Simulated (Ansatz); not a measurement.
**Nudged elastic band of Al (part 3 of 3)**

Al (defect cell, 33 atoms in the cell); DFT r2SCAN, scalar-relativistic, plane waves, PAW, no spin polarisation (Ansatz 0.2.0); cutoff 200 eV, 2×2×2 k-mesh, Gaussian smearing of 0.15 eV. The run did not end well. One setting was made poor on purpose. It belongs to a series of runs on one base structure; here: band between the two ends.

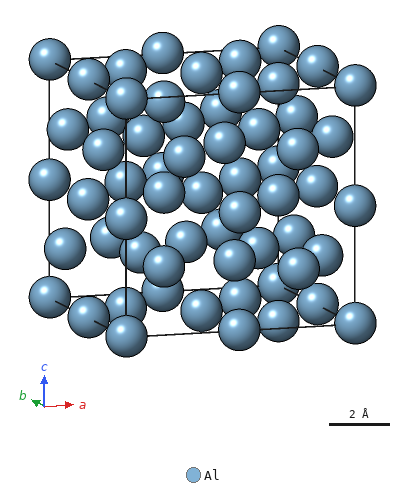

**Figure 1.** The starting structure (spheres-only view of the cell of the calculation, seen slightly off an axis).

Output, continued
```
  k-point 2: bands = ["-3.2423", "-3.1771", "-1.1251", "-0.9551", "-0.8795", "-0.8219", "-0.7190", "-0.6868", "-0.6189", "-0.6004", "1.1532", "1.2588", "1.4835", "1.5387", "1.5993", "1.6123", "1.6528", "1.7352", "1.7365", "1.8130", "3.5924", "3.6403", "3.7927", "3.8554", "3.8921", "3.9134", "4.1016", "4.1038", "5.5122", "5.5284", "5.5836", "5.6000", "5.6945", "5.9700", "6.0180", "6.0599", "6.2816", "6.3637", "6.3795", "6.4709", "6.6539", "6.7985", "6.9522", "7.0531", "7.5830", "7.6334", "7.6360", "7.7014", "7.7956", "7.8020", "8.0076", "8.2453", "8.6835", "9.0233", "9.1421", "9.1989", "9.2419", "9.3645", "9.4030", "9.4449", "10.0215", "10.0482", "10.1236", "10.1632", "10.6921", "10.8650", "11.2067", "11.3360", "11.8331", "11.8608", "11.9794", "12.0192", "12.0552", "12.1539", "12.2145", "12.2529", "12.3621", "12.5978", "12.6360", "12.6810", "13.0138", "13.0936", "13.1486"]
  k-point 7: bands = ["-2.1689", "-2.1013", "-2.0739", "-2.0725", "-1.9994", "-1.9376", "-1.9348", "-1.7141", "2.3848", "2.3885", "2.4151", "2.5351", "2.5382", "2.5584", "2.5773", "2.5909", "2.6070", "2.6483", "2.6699", "2.6969", "2.7047", "2.7151", "2.7558", "2.7910", "2.8038", "2.8146", "2.8312", "2.8566", "2.9158", "2.9979", "3.0789", "3.1767", "6.8213", "6.8293", "6.9067", "7.0087", "7.0182", "7.0475", "7.0842", "7.1158", "7.1271", "7.1447", "7.1471", "7.2034", "7.2148", "7.2872", "7.3023", "7.3620", "7.4198", "7.4494", "7.5138", "7.5734", "7.5974", "7.8962", "7.9017", "7.9430", "11.1958", "11.2438", "11.3759", "11.4361", "11.4531", "11.4967", "11.4995", "11.5061", "11.5550", "11.6216", "11.6591", "11.7224", "11.7393", "11.8141", "11.8434", "11.8719", "11.8984", "11.9003", "11.9213", "12.0097", "12.0450", "12.0675", "12.1363", "12.1539", "12.1572", "12.2143", "12.2294"]
End of that report.
this run last wrote the band of iteration 50 to [file]
Error: NEB band did not converge after 50 iterations: max|band force component| = 1.29e0 eV/Å (threshold 5.0e-2); raise `neb.max_iterations` in a new run, which can start from the last band evaluated (`neb.initial_path`, with `crystal.atoms` and `neb.final_atoms` set to its first and last images), add images, or start from endpoints closer to local minima. Where this run's directory can be resumed (`checkpoint.write`), a resume goes on for up to `neb.max_iterations` more; to start a new run from the last band, take its images' positions from the `neb_iteration` event of iteration 50 (`data.images[].positions_ang`), in the event stream of the run that computed that iteration (not this run's, if it was resumed behind it). With `checkpoint.write`, `steps/00-neb/state/checkpoint.json` in the run directory holds the last saved band, under `neb.evaluated.images[].positions_ang` (a band under a hybrid functional on support functions is neither saved nor resumed: `neb.initial_path` says where its path is): check the last entry of `neb.iterations` there, which is earlier than 50 if that iteration was not saved or its write failed. If the band's step has no `state` directory and holds `state.next`, a write was cut short, and the file is under `state.next` instead (behind a loss of power it can be under `state.prev`)
this run wrote the band of iteration 50 to [file] as well, whether or not its events were kept: a new run's `neb.initial_path` can list its `images[].positions_ang`
a run's events are kept only if it was started with --events-out <file>, and are in that file
```

The last band as extended XYZ (Å, eV, eV/Å)
```
33
Lattice="8.1000 0.0000 0.0000 0.0000 8.1000 0.0000 0.0000 0.0000 8.1000" Properties=species:S:1:pos:R:3:forces:R:3 image=0 energy=-17821.40993
Al    4.0218    0.0309    0.0248    0.0012  -0.0029  -0.0016
Al    6.0751    2.0269   -0.1160    0.0006  -0.0016  -0.0758
Al    6.0749   -0.1169    2.0209    0.0005  -0.0784  -0.0002
Al    0.0314    0.0321    0.0263   -0.0034  -0.0038  -0.0024
Al    2.0270    2.0279   -0.5197   -0.0005  -0.0008   0.0881
Al    4.0234    4.0241    0.0229    0.0000  -0.0003  -0.0005
Al    6.0766    6.0774   -0.0216   -0.0006  -0.0008   0.0001
Al    2.0268   -0.4796    2.0365    0.0001   0.0761  -0.0055
Al    4.5250    2.0276    2.0363   -0.0728  -0.0001  -0.0048
Al    6.0750    4.1703    2.0200    0.0005   0.0802   0.0027
Al    4.0393    0.0128    4.0345   -0.0126   0.0108  -0.0116
Al    6.0750    2.0260    4.1706   -0.0001   0.0013   0.0874
Al    6.0765   -0.0198    6.0812   -0.0006  -0.0008  -0.0101
Al    0.0299    4.0227    0.0244   -0.0024   0.0006  -0.0014
Al    2.0261    6.0754   -0.1160   -0.0010   0.0008  -0.0759
Al   -0.4792    2.0276    2.0365    0.0758   0.0001  -0.0055
Al    2.0269    4.5246    2.0362   -0.0002  -0.0723  -0.0046
Al    4.1698    6.0752    2.0202    0.0800   0.0008   0.0021
Al    0.0136    0.0141    4.0333    0.0107   0.0103  -0.0109
Al    2.0268    2.0276    4.4860    0.0000   0.0000  -0.0559
Al    4.0411    4.0415    4.0359   -0.0133  -0.0136  -0.0123
Al    6.0765    6.0772    4.0706   -0.0012  -0.0017   0.0068
Al    2.0256   -0.1170    6.0611    0.0007  -0.0823   0.0010
Al    4.1701    2.0263    6.0611    0.0839   0.0003  -0.0001
Al    6.0765    4.0729    6.0809   -0.0004   0.0026  -0.0108
Al   -0.1174    6.0752    2.0208   -0.0787   0.0007   0.0001
Al    0.0120    4.0402    4.0348    0.0112  -0.0131  -0.0117
Al    2.0256    6.0752    4.1705    0.0009  -0.0002   0.0874
Al   -0.1177    2.0261    6.0611   -0.0825   0.0009   0.0008
Al    2.0258    4.1707    6.0610    0.0001   0.0841  -0.0002
Al    4.0724    6.0772    6.0810    0.0023  -0.0005  -0.0108
Al   -0.0204    6.0771    6.0812   -0.0010  -0.0006  -0.0104
Al    2.0218    2.0211    1.9682    0.0031   0.0040   0.0464
33
Lattice="8.1000 0.0000 0.0000 0.0000 8.1000 0.0000 0.0000 0.0000 8.1000" Properties=species:S:1:pos:R:3:forces:R:3 image=1 energy=-17821.00494
Al    3.7772   -0.1703   -0.0061    0.1262   0.1611   0.1021
Al    5.8132    1.9092    0.0330   -0.1239   0.0518  -0.4896
Al    5.7628    0.0906    2.0162   -0.2181  -0.5164  -0.0026
Al   -0.1665   -0.1114    0.0485   -0.1436  -0.1455  -0.1416
Al    1.8157    1.9110   -0.1297    0.0354   0.0862   0.1135
Al    3.8154    4.0034   -0.0111   -0.0025  -0.1552   0.1307
Al    5.9082    5.9511   -0.1275   -0.1708   0.0494  -0.2127
Al    1.7535    0.3291    2.0316   -0.2742   0.7200  -0.0185
Al    7.6220    1.8785    2.0206    1.1203   0.0974   0.0175
Al    5.8224    3.7584    2.0211   -0.2793   0.4864  -0.0257
Al    3.7914   -0.1932    4.0680    0.0959   0.2351  -0.1585
Al    5.7935    1.9087    3.9921   -0.0695   0.0443   0.5606
Al    5.9170   -0.0469    6.0764   -0.1906  -0.2825  -0.0108
Al   -0.1926    3.9304   -0.0040   -0.1112   0.0773  -0.0464
Al    1.8439    5.9621   -0.5082    0.0236  -0.0464   0.1903
Al    1.6277    3.5244    2.0234    0.1221  -0.1337  -0.0074
Al    1.7705    6.0224    2.0319    0.2593  -0.6432  -0.0069
Al    4.3542    5.9825    2.0220   -0.4247  -0.1576   0.0142
Al   -0.1751   -0.1162    3.9952   -0.1161  -0.1189   0.1353
Al    1.8348    1.9148    4.1820    0.0043   0.0889  -0.1801
Al    3.8208    4.0249    4.0614   -0.0228  -0.2045  -0.1595
Al    5.9164    5.9582    4.1763   -0.1889   0.0453   0.1967
Al    1.8012    0.0292    6.0709   -0.0615   0.0816   0.0358
Al    3.9412    1.9138    6.0697   -0.4885   0.0015   0.0241
Al    5.9106    3.8705    6.0679   -0.2049   0.3054   0.0009
Al   -0.7755    5.9816    2.0180    0.3937  -0.0105   0.0103
Al   -0.1939    3.9507    4.0363   -0.0864   0.0275   0.0605
Al    1.8409    5.9627    4.5692    0.0143  -0.0447  -0.2008
Al   -0.2992    1.9167    6.0439    0.4225  -0.0402   0.0843
Al    1.8193    3.7988    6.0726   -0.0401  -0.1174   0.0262
Al    4.0531    5.9690    6.0787   -0.2359   0.0117   0.0072
Al   -0.3123    5.9837    6.0826   -0.0162  -0.0272  -0.0294
Al    3.7284    1.9718    2.0255    0.8520   0.0745  -0.0206
33
Lattice="8.1000 0.0000 0.0000 0.0000 8.1000 0.0000 0.0000 0.0000 8.1000" Properties=species:S:1:pos:R:3:forces:R:3 image=2 energy=-17821.11991
Al    4.0553    0.1460    0.0978   -0.0648  -0.0311   0.0010
Al    6.1386    2.0562   -0.3696   -0.0322  -0.0130   0.0540
Al    6.0957   -0.3527    2.0231   -0.0168   0.0758  -0.0054
Al   -0.0188   -0.0057   -0.0415   -0.0589  -0.0153  -0.0218
Al    1.8800    2.0582   -0.2227   -0.0166  -0.0084  -0.0471
Al    4.0306    4.0003    0.0616   -0.0708  -0.0025   0.0789
Al    6.0106    6.1117   -0.1044   -0.0193   0.0173  -0.0048
Al    1.8848   -0.1531    2.0231   -0.0441  -0.0719  -0.0044
Al    5.3776    2.0611    2.0251    0.2315  -0.0187  -0.0085
Al    6.0697    4.4806    2.0225    0.2028  -0.0186   0.0076
Al    4.0550    0.1490    3.9466   -0.0653  -0.0361  -0.0009
Al    6.1412    2.0552    4.4170   -0.0322  -0.0012  -0.0425
Al    6.0290   -0.0602    6.0720   -0.0449   0.0419   0.0137
Al   -0.0602    4.1121   -0.0601   -0.0612   0.0067  -0.0089
Al    2.0112    6.1045   -0.0158   -0.0167  -0.0591  -0.1009
Al   -0.0137    1.9498    2.0252    0.2169   0.2249  -0.0046
Al    1.6943    4.2299    2.0225    0.4317   0.1379   0.0041
Al    3.9071    6.1042    2.0224    0.0326  -0.1274   0.0026
Al   -0.0169   -0.0057    4.0889   -0.0647  -0.0190   0.0219
Al    1.8774    2.0576    4.2705   -0.0115  -0.0020   0.0474
Al    4.0307    3.9982    3.9844   -0.0665   0.0032  -0.0801
Al    6.0104    6.1142    4.1502   -0.0210  -0.0096   0.0038
Al    2.0421   -0.0235    6.0736   -0.0662   0.0197  -0.0008
Al    3.9863    2.0444    6.0732   -0.0627   0.0319  -0.0014
Al    6.0076    4.1775    6.0745   -0.0673  -0.0201  -0.0128
Al    0.0157    6.1392    2.0242   -0.2344   0.0215  -0.0024
Al   -0.0613    4.1119    4.1084   -0.0561   0.0096  -0.0001
Al    2.0112    6.1036    4.0594   -0.0125  -0.0591   0.1160
Al    0.0327    2.0413    6.0754   -0.0659  -0.0048  -0.0013
Al    2.0216    4.1318    6.0733   -0.0301   0.0119  -0.0017
Al    4.0100    6.1180    6.0726   -0.0374  -0.0171  -0.0007
Al   -0.0071    6.1101    6.0731   -0.0641  -0.0103   0.0019
Al    2.9786    2.1039    2.0246    0.2888  -0.0575  -0.0017
33
Lattice="8.1000 0.0000 0.0000 0.0000 8.1000 0.0000 0.0000 0.0000 8.1000" Properties=species:S:1:pos:R:3:forces:R:3 image=3 energy=-17821.04210
Al    4.2467    0.0363   -0.1133    0.0349  -0.0255  -0.0586
Al    6.2905    2.0258   -0.0680    0.0037  -0.0128   0.1246
Al    6.4364   -0.2221    2.0234    0.0241   0.1640   0.0064
Al    0.1983   -0.0426   -0.0184    0.0479  -0.0274  -0.0403
Al    2.1939    2.0043   -0.1034    0.0465  -0.0399   0.0114
Al    4.2271    3.9983   -0.4287   -0.0398  -0.0065  -0.1916
Al    6.2431    5.9962    0.0036    0.0151  -0.0389   0.0569
Al    2.1712    0.2400    2.0239   -0.0553  -0.1228   0.0001
Al    4.5190    1.6764    2.0236   -0.4405  -0.1012   0.0005
Al    4.4624    4.2258    2.0239   -0.0142  -0.2075   0.0048
Al    4.2465    0.0370    4.1612    0.0366  -0.0375   0.0574
Al    6.2913    2.0253    4.1146   -0.0073  -0.0111  -0.1175
Al    6.2835   -0.0291    6.0743    0.0657  -0.0058  -0.0040
Al    0.2558    4.0578   -0.1441    0.0949  -0.0284  -0.0566
Al    2.2717    6.0731   -0.0401    0.0488  -0.0058   0.0401
Al    0.0623    1.8132    2.0257   -0.0177  -0.1802  -0.0109
Al   -1.1313    4.0848    2.0239   -0.5627  -0.0611   0.0001
Al    4.1146    6.6375    2.0236    0.0249   0.1343   0.0046
Al    0.1996   -0.0415    4.0672    0.0393  -0.0475   0.0365
Al    2.1941    2.0042    4.1522    0.0521  -0.0435  -0.0136
Al    4.2275    3.9976    4.4772   -0.0385   0.0017   0.1863
Al    6.2425    5.9956    4.0444    0.0177  -0.0336  -0.0562
Al    2.1956   -0.0338    6.0739    0.0260  -0.0054   0.0011
Al    4.2423    1.9024    6.0738    0.0409  -0.0443   0.0047
Al    6.3655    4.0373    6.0742    0.0824   0.0022  -0.0011
Al    0.4698    6.1397    2.0231    0.0734   0.1362   0.0058
Al    0.2555    4.0571    4.1923    0.0883  -0.0170   0.0608
Al    2.2720    6.0718    4.0870    0.0494  -0.0012  -0.0362
Al    0.1792    1.9811    6.0725    0.0914  -0.0019   0.0149
Al    2.1298    4.0723    6.0737   -0.0035  -0.0155   0.0040
Al    4.2700    6.1616    6.0753    0.0396   0.0230  -0.0125
Al    0.1803    6.0931    6.0751    0.0128  -0.0039  -0.0099
Al    1.9070    3.6922    2.0261    0.1227   0.6641  -0.0120
33
Lattice="8.1000 0.0000 0.0000 0.0000 8.1000 0.0000 0.0000 0.0000 8.1000" Properties=species:S:1:pos:R:3:forces:R:3 image=4 energy=-17821.41093
Al    4.0475    0.0056   -0.1179    0.0014  -0.0029  -0.0705
Al    6.0600    2.0387    0.0123   -0.0101   0.0101   0.0081
Al    6.1968    0.0053    2.0243    0.0763  -0.0010   0.0006
Al    0.0057   -0.0034   -0.0207   -0.0088   0.0043  -0.0031
Al    2.0487    2.0521    0.0256   -0.0002   0.0009  -0.0002
Al    4.0597    4.0445   -0.4901   -0.0036   0.0016   0.0731
Al    6.0527    6.0560    0.0194   -0.0052  -0.0041   0.0041
Al    1.9086    0.0054    2.0246   -0.0703  -0.0017  -0.0003
Al    4.0597    1.5650    2.0292   -0.0047   0.0599  -0.0014
Al    6.5207    4.0444    2.0293   -0.0525   0.0028  -0.0019
Al    4.0471    0.0056    4.1706    0.0024  -0.0026   0.0728
Al    6.0652    2.0336    4.0418   -0.0129   0.0127  -0.0127
Al    6.0969   -0.0034    6.0776    0.0066   0.0050  -0.0036
Al   -0.0103    4.0513   -0.1179    0.0036  -0.0015  -0.0721
Al    2.0565    6.0420    0.0334   -0.0055   0.0057  -0.0058
Al   -0.0102    1.9039    2.0240    0.0025  -0.0755   0.0015
Al    1.5157    4.0442    2.0294    0.0784   0.0018  -0.0012
Al    4.0598    6.5696    2.0293   -0.0037  -0.0743  -0.0011
Al    0.0055   -0.0032    4.0720   -0.0077   0.0037   0.0046
Al    2.0430    2.0465    4.0290    0.0033   0.0050  -0.0051
Al    4.0596    4.0446    4.5144   -0.0042   0.0019  -0.0621
Al    6.0582    6.0614    4.0350   -0.0090  -0.0071  -0.0091
Al    2.0047   -0.0038    6.0780   -0.0043   0.0066  -0.0048
Al    4.0474    1.9041    6.0710    0.0015  -0.0730   0.0020
Al    6.1968    4.0509    6.0711    0.0757  -0.0003   0.0011
Al   -0.0102    6.1925    2.0243    0.0030   0.0720   0.0009
Al   -0.0104    4.0515    4.1707    0.0032  -0.0022   0.0749
Al    2.0506    6.0479    4.0214   -0.0015   0.0015   0.0005
Al    0.0056    2.0030    6.0775   -0.0084  -0.0049  -0.0029
Al    1.9086    4.0507    6.0711   -0.0700   0.0004   0.0016
Al    4.0477    6.1925    6.0710    0.0006   0.0701   0.0022
Al    0.0059    6.0956    6.0777   -0.0099   0.0034  -0.0035
Al    4.0067    4.0736    2.0075    0.0331  -0.0179   0.0133
```
